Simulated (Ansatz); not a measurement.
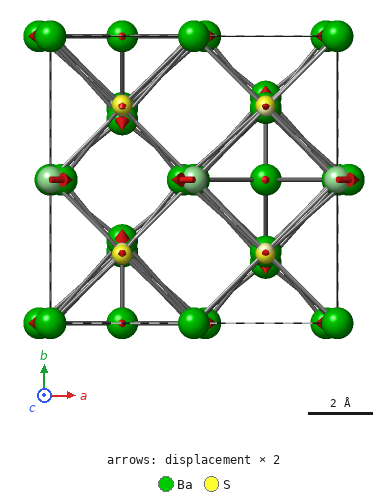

A relaxation of a defect cell of composition Ba₉S₈. The starting structure is drawn faded, the final one solid; red arrows show the displacements, 2 times their true length.

A ball-and-stick model of the conventional cell (2 times the calculation's cell) (origin shifted), seen along the c axis. Lengths and directions refer to the drawn axes.

Case: Ba interstitial, charge +0, atoms relaxed.

Method: DFT PBE, scalar-relativistic, plane waves, PAW in Ansatz. Settings: plane-wave cutoff 420 eV; k-point mesh 2 × 2 × 2; occupations gaussian; smearing width 0.02 eV; no spin polarisation; atoms relaxed in a fixed cell; force threshold 0.02 eV/Å; at most 60 steps.

Question: What happened in the run?

Answer: The largest moves, 0.44 Å, are those of Ba atoms. By element the largest moves are Ba 0.44 Å, S 0.12 Å. The cell doesn't change. Near-neighbour distances that change, for instance: Ba–Ba 2.706 → 3.225 Å, Ba–Ba 2.748 → 3.224 Å, Ba–Ba 2.827 → 3.223 Å, Ba–Ba 2.859 → 3.224 Å. Among the angles between lasting bonds that change: S–Ba–S 180.0° → 166.9°, Ba–S–Ba 90.0° → 77.5°, Ba–S–Ba 90.0° → 77.5°. Over 4 accepted moves (5 points after the start) the energy falls by 2.816 eV per cell of the calculation. The largest force component goes from 2.8 to 0.013 eV/Å. The line search rejected the trial step at point 4 of the run. Cost: 33 s on 4 threads of Intel(R) Xeon(R) Platinum 8488C (Sapphire Rapids), on a shared host, peak memory 1.6 GiB.
